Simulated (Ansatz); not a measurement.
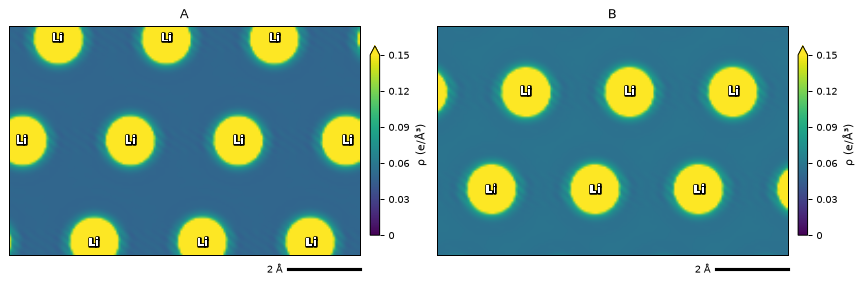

Li. The valence electron density of two cells that differ in size, on the (101̄) plane of each (indices in the axes of the calculation cell), at one length scale and on one colour scale: A has 21.6 Å³ an atom and B 19.0.

Computed with Kohn-Sham DFT of a periodic cell, LDA, Ansatz PAW (Ansatz).

The density is the valence pseudo-density of a PAW calculation; it isn't the true density close to the nuclei.

The larger cell:

```yaml
crystal:
  lattice:
    - [-1.75465, 1.75465, 1.75465]
    - [1.75465, -1.75465, 1.75465]
    - [1.75465, 1.75465, -1.75465]
  atoms:
    - { symbol: Li, position: [0.00000, 0.00000, 0.00000] }
```

The smaller cell: a = 2.912 Å, b = 2.912 Å, c = 2.912 Å, α = 109.47°, β = 109.47°, γ = 109.47°.

What changes from the larger cell to the smaller?

Answer. From the larger cell to the smaller, Li–Li goes from 3.04 to 2.91 Å, and the density at its midpoint from 0.05 to 0.06 e/Å³; the pressure goes from −1.6 to 0.0 GPa.
